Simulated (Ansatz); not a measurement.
## Band gap of Te (P3_121) from density functionals to GW

Aim: the gap of Te (P3_121) at several levels of theory on one structure, with the time that each takes.

Main program and level: Ansatz 0.2.0; density functionals, hybrids and G0W0, plane waves, PAW.

## Step 1: The structure

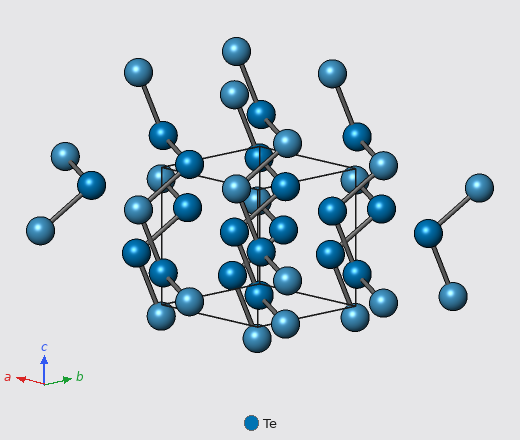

The starting structure, seen from a free direction (tellurium blue). 2×2×1 cells are drawn. Some periodic images of atoms are drawn too.

Coordinates:

```cif
data_structure
_symmetry_space_group_name_H-M 'P3_121'
_symmetry_Int_Tables_number 152
_cell_length_a 4.4572
_cell_length_b 4.4572
_cell_length_c 5.9290
_cell_angle_alpha 90.000
_cell_angle_beta 90.000
_cell_angle_gamma 120.000
_cell_volume 102.01
loop_
_atom_site_label
_atom_site_type_symbol
_atom_site_symmetry_multiplicity
_atom_site_Wyckoff_symbol
_atom_site_fract_x
_atom_site_fract_y
_atom_site_fract_z
_atom_site_occupancy
Te1 Te 3 a 0.26330 0.00000 0.33333 1
```

The cell and positions come from the Crystallography Open Database and are kept as given unless a step says otherwise. Spin-orbit coupling is left out unless a step names it.

The logs state that the PAW files were generated under PBE.

## Step 2: LDA on the 6×6×4 mesh

This step: DFT, LDA, plane waves, PAW; PAW set soft_1.

The input, input.yaml:

```yaml
crystal:
  lattice:
    - [4.4572, 0.0, 0.0]
    - [-2.2286, 3.8600484297, 0.0]
    - [0.0, 0.0, 5.929]
  atoms:
    - { symbol: Te, position: [0.2633, 0.0, 0.3333333333] }
    - { symbol: Te, position: [0.0, 0.2633, 0.6666666667] }
    - { symbol: Te, position: [0.7367, 0.7367, 0.0] }
kpoints:
  mp_grid: { grid: [6, 6, 4] }
  band_path:
    path:
      - [0.0, 0.0, 0.0]
      - [0.5, 0.0, 0.0]
      - [0.33333333, 0.33333333, 0.0]
      - [0.0, 0.0, 0.5]
      - [0.5, 0.0, 0.5]
      - [0.33333333, 0.33333333, 0.5]
      - [0.33333333, 0.33333333, 0.45]
    npoints: 1
hamiltonian:
  xc: lda
  pseudopotentials: { kind: paw, azcp: { folder: soft_1 }, xc_functional: pbe }
scf:
  occupations: { method: fixed }
  n_extra_bands: 5
output:
  eigenvalues: true
  forces: true
  stress: true
```

The run is started by

```bash
ansatz run input.yaml --threads 3 --pin off --max-ram 92160MiB --backend cuda --events-out ev --progress --plain --runs-dir out --devices 1 --max-vram 13GiB
```

Numbers of over 12 decimals in the logs are rounded to 6 here.

The log of the run:

```text
scf.n_extra_bands = 5 over 24 filled bands (N_el = 48.0): the run solves 29 bands
GPUs: using 1 of 1 available (devices: 1).
Engine: ansatz 0.2.0, x86_64-unknown-linux-gnu
Pseudopotentials: kind: paw
Pseudopotential: Te, paw, valence charge 16, recommended cutoff 420 eV (normal), soft_1/Te.paw.azcp
Functional definition: SPW92
  exchange = slater_x
  correlation = pw_c
device memory: the entry about to start is reckoned to put 1.3 GiB on a device that reports 49.3 GiB free (of which the cap on the GPU budget leaves the run 13.0 GiB)
GPU FFT provider: cuFFT
GPU libraries: cuBLAS 13.8.2, cuFFT 12.4.0, cuSOLVER 12.3.4
Crystal: 3 atoms, lattice volume = 102.008 Å³
Basis set: ecut = 420 eV, 2017 PW (Γ)
Bands: 29, of which v1, the nominal top of the filled ones, is band 24 counted from 1 (23 counted from 0)
Symmetry: 6 space group operations
Space group: P3121 (ITA 152), of the structure as read, at distance tolerance 4.7e-5 Å
k-points: 24 of 144 (time reversal used)
Non-local potential: Te, projectors of the file, l = 0: 2, l = 1: 2, l = 2: 2, l = 3: 1
PAW form: soft (Blöchl's): semilocal exchange-correlation on the pseudo side does not see the compensation charge
PAW frozen core: Te, regenerated for the run's functional, and the local potential with it (the file was generated under x = pbe(κ = 0.804, μ = 0.219515), c = pbe(β = 0.066725))
PAW one-centre angular grid: Te, 590 points (default); XC on 64 Gauss nodes
Initial density: superposition of atomic densities (chi_scale 0.1, normalization cell)
Initial wavefunctions: pseudopotential atomic-orbital guess
GPU buffer pool allocated for 36000 grid points (all kernels)
GPU transforms: local potential and band sums: pruned to the plane-wave sphere, on 30×30×40
Functional: x = slater, c = lda
SCF iter   1: F=—  HF=-20481.788330 eV  |F-HF|=—  |Δ(HF+E_count)|=         —  Δρ=1.60e-2  dr2=1.87e-1  ethr=3.10e-3  ⟨swp⟩=4.7  Hψ=2616  notcnv=0  defer=66
preconditioner: auto → Resta (q_TF=auto, 2.406 Å⁻¹)  ε∞=4.2  [insulator: Δε(μ)=0.210 eV  Ē_g=8.704 eV  n_scr=22 (ndim 8)  ℏωp=15.6 eV  f_vac=0.011  ε∞_Penn≈4.2]
SCF iter   2: F=—  HF=-20481.750245 eV  |F-HF|=—  |Δ(HF+E_count)|=   3.81e-2  Δρ=8.86e-3  dr2=5.67e-2  ethr=3.89e-4  ⟨swp⟩=2.0  Hψ=1091  notcnv=0  defer=70
SCF iter   3: F=—  HF=-20481.736706 eV  |F-HF|=—  |Δ(HF+E_count)|=   1.35e-2  Δρ=7.92e-4  dr2=5.70e-4  ethr=1.18e-4  ⟨swp⟩=3.4  Hψ=1008  notcnv=0  defer=71
SCF iter   4: F=—  HF=-20481.736856 eV  |F-HF|=—  |Δ(HF+E_count)|=   1.49e-4  Δρ=2.29e-4  dr2=4.83e-5  ethr=1.19e-6  ⟨swp⟩=2.7  Hψ=1207  notcnv=0  defer=70
SCF iter   5: F=—  HF=-20481.736872 eV  |F-HF|=—  |Δ(HF+E_count)|=   1.62e-5  Δρ=3.15e-5  dr2=1.44e-6  ethr=1.01e-7  ⟨swp⟩=1.7  Hψ=764  notcnv=0  defer=70
SCF iter   6: F=—  HF=-20481.736873 eV  |F-HF|=—  |Δ(HF+E_count)|=   6.22e-7  Δρ=1.10e-5  dr2=1.00e-7  ethr=2.08e-10  ⟨swp⟩=15.9  Hψ=4859  notcnv=0
SCF iter   7: F=-20481.736873 eV  HF=-20481.736873 eV  |F-HF|=5.94e-9  |Δ(HF+E_count)|=   1.63e-8  Δρ=2.85e-6  dr2=7.81e-9  ethr=2.08e-10  ⟨swp⟩=4.0  Hψ=2520  notcnv=0
SCF 1 converged in 7 iterations: F = -20481.736873 eV  dr2 = 7.81e-9
[...]
device memory: the entry about to start is reckoned to put 1.2 GiB on a device that reports 50.1 GiB free (of which the cap on the GPU budget leaves the run 13.0 GiB)
NSCF: frozen V_eff on 7 k-points
SCF converged after 7 iterations
Free energy (F): -20481.736873 eV
Harris-Foulkes:  -20481.736873 eV  (|F-HF|=5.94e-9)
Internal energy: -20481.736873 eV  (E = F + TS)
E sigma→0 (E₀):  -20481.736873 eV
Fermi energy:    8.394173 eV
--- Per-component energies (eV) ---
  E_band       = -811.811732
  E_kinetic    = 518.691043
  E_local      = -4970.606218  (includes V_loc(G=0)·N_el)
  E_nonlocal   = 210.887326
  E_hartree    = 2461.152968
  E_xc         = -366.641603
  E_vxc        = -308.251018  (∫ρ·V_xc dr)
  E_paw        = -13550.356703  (= ΣΔE_a)
  E_vpaw       = -1184.833691  (= ΣTr[D̂ρ^β])
  E_aug_tail   = 0.000219  (compensation charges beyond the density's cutoff)
  E_ewald      = -4786.899832
  E_core_change = 2.035927  (= ΣΔE_core)
  E_smearing   = -0.000000  (= −TS)
  E_closure    = -0.000000  (closes the sum)
  Σ components = -20481.736873   (vs F -20481.736873, Δ=0.00e0)
--- Forces (eV/Å), atoms counted from 1 ---
  atom   1  Te     0.19194514    -0.00000000     0.00000000
  atom   2  Te    -0.09597257     0.16622937    -0.00000000
  atom   3  Te    -0.09597257    -0.16622937     0.00000000
  max |Σ_I F_I| component: 1.25e-16 eV/Å
--- Stress (GPa, compression-positive) ---
       -1.407926       0.000000      -0.000000
        0.000000      -1.407926       0.000000
       -0.000000       0.000000      -1.378455
  P = ⅓ Tr σ = -1.3981 GPa (-13.981 kbar)
--- Band table (eV; the first three rows and the last of 24) ---
  k-point 0: bands = [... 20 lower, 5.5948, 6.7639, 6.7639, 7.6760, 9.4126, 9.4126, 10.0379, 13.3531, ... 1 higher]
  k-point 1: bands = [... 20 lower, 5.9016, 6.9295, 6.9445, 7.6142, 9.0985, 9.1473, 9.5182, 12.8234, ... 1 higher]
  k-point 2: bands = [... 20 lower, 5.7567, 7.0947, 7.3609, 7.3609, 8.9335, 8.9450, 8.9450, 12.4582, ... 1 higher]
  k-point 23: bands = [... 20 lower, 3.4292, 7.3807, 8.3942, 8.3942, 8.5181, 9.8266, 9.8266, 14.2541, ... 1 higher]
```

It took 4.2 s on 1 × NVIDIA H100 80GB HBM3 (shared by 6 runs) with 3 threads of AMD EPYC 7R13 (Zen 3), shared host; peak memory 0.89 GiB.

Reading the cycles: dr2 is the Hartree energy of the density residual (eV), the measure of convergence; HF is the Harris–Foulkes estimate of the energy, which meets the free energy F at convergence.

This step gave:

| Property | Result |
| --- | --- |
| pressure | -1.398 GPa |
| gap | 0.1038 eV |
| valence top at | k = (0.333, 0.333, 0.450) |
| conduction bottom at | H |
| least direct gap | 0.1239 eV |

Over mesh and listed points the gap is 0.104 eV, from k = (0.333, 0.333, 0.450) to k = (0.333, 0.333, 0.500). The least direct gap found is 0.124 eV, at k = (0.333, 0.333, 0.500). On the 6×6×4 mesh alone the same run gives 0.124 eV, so that mesh misses an edge of LDA: 0.124 − 0.104 = +0.020 eV.

## Step 3: PBEsol on the 6×6×4 mesh

This step: DFT, PBEsol, plane waves, PAW; PAW set soft_1.

Edit input.yaml of step 2 so:

```diff
@@ -22,3 +22,3 @@
 hamiltonian:
-  xc: lda
+  xc: pbesol
   pseudopotentials: { kind: paw, azcp: { folder: soft_1 }, xc_functional: pbe }
@@ -31 +31,5 @@
   stress: true
+  write_density: true
+  write_potential: true
+  elf: true
+  volumetric_format: npy
```

The log of the run:

```text
[...]
GPUs: using 1 of 1 available (devices: 1).
[...]
GPU FFT provider: cuFFT
GPU libraries: cuBLAS 13.8.2, cuFFT 12.4.0, cuSOLVER 12.3.4
Crystal: 3 atoms, lattice volume = 102.008 Å³
Basis set: ecut = 420 eV, 2017 PW (Γ), exchange–correlation on 60×60×80 points (8 copies of the dense FFT grid, shifted against one another)
Bands: 29, of which v1, the nominal top of the filled ones, is band 24 counted from 1 (23 counted from 0)
Symmetry: 6 space group operations
[...]
k-points: 24 of 144 (time reversal used)
[...]
GPU buffer pool allocated for 36000 grid points (all kernels)
[...]
SCF iter   1: F=—  HF=-20704.789131 eV  |F-HF|=—  |Δ(HF+E_count)|=         —  Δρ=1.58e-2  dr2=1.88e-1  ethr=3.10e-3  ⟨swp⟩=4.8  Hψ=2680  notcnv=0  defer=66
[...]
SCF iter   7: F=-20704.750456 eV  HF=-20704.750456 eV  |F-HF|=2.20e-8  |Δ(HF+E_count)|=   5.21e-7  Δρ=3.88e-6  dr2=1.84e-8  ethr=2.08e-10  ⟨swp⟩=19.7  Hψ=6407  notcnv=0
SCF 1 converged in 7 iterations: F = -20704.750456 eV  dr2 = 1.84e-8
[...]
NSCF: frozen V_eff on 7 k-points
SCF converged after 7 iterations
Free energy (F): -20704.750456 eV
[...]
Internal energy: -20704.750456 eV  (E = F + TS)
E sigma→0 (E₀):  -20704.750456 eV
Fermi energy:    8.571812 eV
[...]
--- Forces (eV/Å), atoms counted from 1 ---
  atom   1  Te     0.24884374    -0.00000000     0.00000000
  atom   2  Te    -0.12442187     0.21550500    -0.00000000
  atom   3  Te    -0.12442187    -0.21550500     0.00000000
  max |Σ_I F_I| component: 1.39e-17 eV/Å
--- Stress (GPa, compression-positive) ---
       -0.480175       0.000000      -0.000000
        0.000000      -0.480175       0.000000
       -0.000000       0.000000      -0.180660
  P = ⅓ Tr σ = -0.3803 GPa (-3.803 kbar)
--- Band table (eV; the first three rows and the last of 24) ---
  k-point 0: bands = [... 20 lower, 5.7727, 6.9232, 6.9232, 7.8396, 9.6058, 9.6058, 10.2266, 13.4784, ... 1 higher]
  k-point 1: bands = [... 20 lower, 6.0699, 7.0960, 7.1011, 7.7768, 9.2880, 9.3284, 9.7082, 12.9410, ... 1 higher]
  k-point 2: bands = [... 20 lower, 5.9193, 7.2519, 7.5243, 7.5243, 9.1093, 9.1350, 9.1350, 12.5635, ... 1 higher]
  k-point 23: bands = [... 20 lower, 3.5771, 7.5387, 8.5718, 8.5718, 8.7135, 10.0123, 10.0123, 14.3897, ... 1 higher]
```

Elapsed: 5.4 s, on 1 × NVIDIA H100 80GB HBM3 (shared by 6 runs) with 3 threads; peak memory 0.91 GiB; 3.8 s of CPU time.

Numbers from this step:

- pressure: -0.3803 GPa
- gap: 0.1226 eV
- valence top at: k = (0.333, 0.333, 0.450)
- conduction bottom at: H
- least direct gap: 0.1417 eV

Over mesh and listed points the gap is 0.123 eV, from k = (0.333, 0.333, 0.450) to k = (0.333, 0.333, 0.500). The least direct gap found is 0.142 eV, at k = (0.333, 0.333, 0.500). On the 6×6×4 mesh alone the same run gives 0.142 eV, so that mesh misses an edge of PBEsol: 0.142 − 0.123 = +0.019 eV. PBEsol against LDA: 0.123 − 0.104 = +0.019 eV, with the same mesh, files and cutoff, and both edges at the same k points.

## Step 4: PBE on the 6×6×4 mesh

Levels along a band path and on the mesh show where this functional puts the band edges.

This step: DFT, PBE, plane waves, PAW; PAW set soft_1.

input.yaml, the sections that differ from step 3:

```yaml
kpoints:
  mp_grid: { grid: [6, 6, 4] }
  band_path:
    path:
      - [[0.0, 0.0, 0.0], [0.5, 0.0, 0.0], [0.33333333, 0.33333333, 0.0], [0.0, 0.0, 0.0], [0.0, 0.0, 0.5], [0.5, 0.0, 0.5], [0.33333333, 0.33333333, 0.5], [0.0, 0.0, 0.5]]
      - [[0.5, 0.0, 0.5], [0.5, 0.0, 0.0]]
      - [[0.33333333, 0.33333333, 0.5], [0.33333333, 0.33333333, 0.0]]
    npoints: 10
hamiltonian:
  xc: pbe
  pseudopotentials: { kind: paw, azcp: { folder: soft_1 } }
scf:
  occupations: { method: fermi_dirac, width: 0.02 }
  n_extra_bands: 5
# crystal, output: as in step 3
```

The log of the run:

```text
[...]
GPUs: using 1 of 1 available (devices: 1).
[...]
GPU FFT provider: cuFFT
GPU libraries: cuBLAS 13.8.2, cuFFT 12.4.0, cuSOLVER 12.3.4
Crystal: 3 atoms, lattice volume = 102.008 Å³
Basis set: ecut = 420 eV, 2017 PW (Γ), exchange–correlation on 60×60×80 points (8 copies of the dense FFT grid, shifted against one another)
[...]
k-point 0: bands = [... 20 lower, 5.9211, 7.0688, 7.0688, 7.9716, 9.7612, 9.7612, 10.3873, 13.6996, ... 1 higher]
  k-point 1: bands = [... 20 lower, 6.2088, 7.2364, 7.2505, 7.9091, 9.4598, 9.4819, 9.8883, 13.1591, ... 1 higher]
  k-point 2: bands = [... 20 lower, 6.0575, 7.3822, 7.6657, 7.6657, 9.2640, 9.3229, 9.3229, 12.7729, ... 1 higher]
  k-point 23: bands = [... 20 lower, 3.7410, 7.6745, 8.7085, 8.7085, 8.8917, 10.1695, 10.1695, 14.6186, ... 1 higher]
[key lines of the parts left out:]
SCF converged after 7 iterations
Free energy (F): -20940.129080 eV
Fermi energy:    8.807085 eV
P = ⅓ Tr σ = 2.0190 GPa (20.190 kbar)
```

Run time: 12 s. Hardware: 1 × NVIDIA H100 80GB HBM3 (shared by 6 runs) with 3 threads; peak memory 0.92 GiB.

Numbers from this step:

```
pressure             : 2.019 GPa
gap                  : 0.1653 eV
valence top at       : k = (0.333, 0.333, 0.450)
conduction bottom at : H
least direct gap     : 0.1832 eV
```

Over mesh and path the gap is 0.165 eV, from k = (0.333, 0.333, 0.450) to k = (0.333, 0.333, 0.500). The least direct gap found is 0.183 eV, at k = (0.333, 0.333, 0.500). PBE against PBEsol: 0.165 − 0.123 = +0.042 eV. The runs also differ in occupations, so how much of this comes from the functional alone is not known.

## Step 5: PBE+SOC on the 6×6×4 mesh

This run has two-component orbitals with spin-orbit coupling.

This step: DFT, PBE with spin-orbit coupling, plane waves, PAW; PAW set soft_1.

input.yaml, the sections that differ from step 4:

```yaml
kpoints:
  mp_grid: { grid: [6, 6, 4] }
  band_path:
    path:
      - [0.0, 0.0, 0.0]
      - [0.5, 0.0, 0.0]
      - [0.33333333, 0.33333333, 0.0]
      - [0.0, 0.0, 0.5]
      - [0.5, 0.0, 0.5]
      - [0.33333333, 0.33333333, 0.5]
      - [0.33333333, 0.33333333, 0.45]
    npoints: 1
hamiltonian:
  xc: pbe
  pseudopotentials: { kind: paw_fr, azcp: { folder: soft_1 } }
scf:
  occupations: { method: fermi_dirac, width: 0.02 }
  n_extra_bands: 10
magnetization:
  noncollinear: true
  spin_orbit: true
# crystal, output: as in step 4
```

The log of the run:

```text
[...]
GPUs: using 1 of 1 available (devices: 1).
[...]
non-collinear run that drives no moment, with spin-orbit: no starting moment large enough to seed its density (crystal.atoms[].spin), no starting occupations that ask for one, no magnetisation constraint and no magnetic field, so the semilocal B_xc is pinned to zero
[...]
k-point 0: bands = [... 44 lower, 7.1213, 7.1213, 7.9773, 7.9773, 9.3982, 9.3982, 10.0111, 10.0111, ... 6 higher]
  k-point 1: bands = [... 44 lower, 7.2617, 7.4034, 7.8221, 7.9863, 9.2005, 9.2288, 9.6014, 9.7291, ... 6 higher]
  k-point 2: bands = [... 44 lower, 7.5209, 7.5209, 7.8005, 7.8005, 9.2001, 9.2001, 9.3012, 9.3012, ... 6 higher]
  k-point 23: bands = [... 44 lower, 8.5432, 8.5432, 8.7896, 8.9204, 8.9204, 8.9290, 10.0655, 10.1316, ... 6 higher]
[key lines of the parts left out:]
SCF converged after 8 iterations
Magnetization: |M| = 0.0000 μB,  M = (+0.0000, +0.0000, +0.0000) μB
Free energy (F): -20948.304044 eV
Fermi energy:    8.909327 eV
P = ⅓ Tr σ = 2.3065 GPa (23.065 kbar)
```

Wall time 11 s (1 × NVIDIA H100 80GB HBM3 (shared by 6 runs) with 3 threads); peak memory 1 GiB; 12 s of CPU time.

This step gave:

- pressure: 2.306 GPa
- gap: 0 eV
- valence top at: H
- conduction bottom at: H
- least direct gap: 0 eV

Over mesh and listed points the bands touch or overlap at this level. With spin-orbit coupling the gap by band count is closed; without it, 0.165 eV.

## Step 6: r2SCAN on the 6×6×4 mesh

r2SCAN is a meta-GGA: it depends on the kinetic-energy density as well as on the density and its gradient.

This step: DFT, r2SCAN, plane waves, PAW; PAW set soft_1.

input.yaml, the sections that differ from step 5:

```yaml
hamiltonian:
  xc: r2scan
  pseudopotentials: { kind: paw, azcp: { folder: soft_1 } }
scf:
  occupations: { method: fixed }
  n_extra_bands: 5
output:
  eigenvalues: true
  forces: true
  stress: true
# crystal, kpoints: as in step 5
# magnetization: removed
```

The log of the run:

```text
[...]
GPUs: using 1 of 1 available (devices: 1).
[...]
GPU FFT provider: cuFFT
GPU libraries: cuBLAS 13.8.2, cuFFT 12.4.0, cuSOLVER 12.3.4
Crystal: 3 atoms, lattice volume = 102.008 Å³
Basis set: ecut = 500 eV, 2595 PW (Γ), exchange–correlation on 144×144×180 points (64 copies of the dense FFT grid, shifted against one another)
[...]
k-point 0: bands = [... 20 lower, 5.6686, 6.8404, 6.8404, 7.7444, 9.7340, 9.7340, 10.3973, 13.9316, ... 1 higher]
  k-point 1: bands = [... 20 lower, 5.9197, 6.9732, 7.0618, 7.6777, 9.4208, 9.4746, 9.9337, 13.3974, ... 1 higher]
  k-point 2: bands = [... 20 lower, 5.7508, 7.1075, 7.4474, 7.4474, 9.1939, 9.3772, 9.3772, 13.0083, ... 1 higher]
  k-point 23: bands = [... 20 lower, 3.3751, 7.4375, 8.5611, 8.5611, 8.9166, 10.1667, 10.1667, 14.8729, ... 1 higher]
[key lines of the parts left out:]
SCF converged after 7 iterations
Free energy (F): -20984.682287 eV
Fermi energy:    8.561052 eV
P = ⅓ Tr σ = 1.4783 GPa (14.783 kbar)
```

Run time: 12 s. Hardware: 1 × NVIDIA H100 80GB HBM3 (shared by 6 runs) with 3 threads; peak memory 1.1 GiB.

Numbers from this step:

* pressure: 1.478 GPa
* gap: 0.3425 eV
* valence top at: k = (0.333, 0.333, 0.450)
* conduction bottom at: H
* least direct gap: 0.3556 eV

Over mesh and listed points the gap is 0.342 eV, from k = (0.333, 0.333, 0.450) to k = (0.333, 0.333, 0.500). The least direct gap found is 0.356 eV, at k = (0.333, 0.333, 0.500). On the 6×6×4 mesh alone the same run gives 0.356 eV, so that mesh misses an edge of r2SCAN: 0.356 − 0.342 = +0.014 eV. r2SCAN against PBEsol: 0.342 − 0.123 = +0.219 eV. The runs also differ in plane-wave cutoff (420 eV and 500 eV), so how much of this comes from the functional alone is not known.

## Step 7: HSE06 on the 6×6×4 mesh

HSE06 mixes in a quarter of exact exchange at short range.

This step: DFT, HSE06, plane waves, PAW; PAW set soft_1.

Edit input.yaml of step 6 so:

```diff
@@ -22,3 +22,3 @@
 hamiltonian:
-  xc: r2scan
+  xc: hse06
   pseudopotentials: { kind: paw, azcp: { folder: soft_1 } }
@@ -29,3 +29 @@
   eigenvalues: true
-  forces: true
-  stress: true
```

The log of the run:

```text
[...]
GPUs: using 1 of 1 available (devices: 1).
[...]
davidson cushion auto → on  (no smearing: the cushion is to keep the highest requested band from converging to the state above it; pin scf.eigensolver.cushion to override)
[...]
GPU FFT provider: cuFFT
GPU libraries: cuBLAS 13.8.2, cuFFT 12.4.0, cuSOLVER 12.3.4
Crystal: 3 atoms, lattice volume = 102.008 Å³
Basis set: ecut = 420 eV, 2017 PW (Γ)
[...]
Fermi energy:    8.377143 eV
[...]
--- Band table (eV; the first three rows and the last of 24) ---
  k-point 0: bands = [... 20 lower, 5.4106, 6.5226, 6.5226, 7.4847, 9.9349, 9.9349, 10.6282, 13.9848, ... 1 higher]
  k-point 1: bands = [... 20 lower, 5.6605, 6.6679, 6.7623, 7.4118, 9.6039, 9.6040, 10.0926, 13.4398, ... 1 higher]
  k-point 2: bands = [... 20 lower, 5.4738, 6.8089, 7.1674, 7.1674, 9.3569, 9.4808, 9.4808, 13.0291, ... 1 higher]
  k-point 23: bands = [... 20 lower, 2.8627, 7.1981, 8.3771, 8.3771, 9.0093, 10.3613, 10.3613, 14.9698, ... 1 higher]
[key lines of the parts left out:]
Free energy (F): -20953.227804 eV
```

Run time: 35 s. Hardware: 1 × NVIDIA H100 80GB HBM3 (shared by 6 runs) with 3 threads; peak memory 1.4 GiB; 40 s of CPU time.

Numbers from this step:

* gap: 0.6178 eV
* valence top at: k = (0.333, 0.333, 0.450)
* conduction bottom at: H
* least direct gap: 0.6322 eV
* exact-exchange fraction: 0.25

Over mesh and listed points the gap is 0.618 eV, from k = (0.333, 0.333, 0.450) to k = (0.333, 0.333, 0.500). The least direct gap found is 0.632 eV, at k = (0.333, 0.333, 0.500). On the 6×6×4 mesh alone the same run gives 0.632 eV, so that mesh misses an edge of HSE06: 0.632 − 0.618 = +0.014 eV. HSE06 against PBEsol: 0.618 − 0.123 = +0.495 eV, with the same mesh, files and cutoff, and both edges at the same k points.

(Part 1 of 3 ends here.)

[Paths, hosts, dates, memory and timing lines, banners, echoed tables and standing remarks are left out of the program output.]

[Logs are printed without paths, hosts, clocks, repeated set-up lines and the standing remarks that a program may print on its own settings, such as how far it seeks lower states.]

[Runs of the session that timed out or met a known fault of the program may be left out.]

[Cells called generated may have been cut or substituted from an entry of the Crystallography Open Database or the Materials Project.]

[Hosts, paths, dates, database ids (printed as entryN), source tags and the programs' standing remarks are cut or masked in the printed files.]

[Where an RPA ε∞ is given, it is that of the G0W0 mesh and is not shown converged in it. Names of k-points follow the symmetry that the program found, which can be lower than the space group named. Band edges on a path are those of the sampled points; other points can move an edge, and change direct to indirect where valleys lie close.]

[Hybrid gaps are those of their k-mesh and are not shown converged in it.]
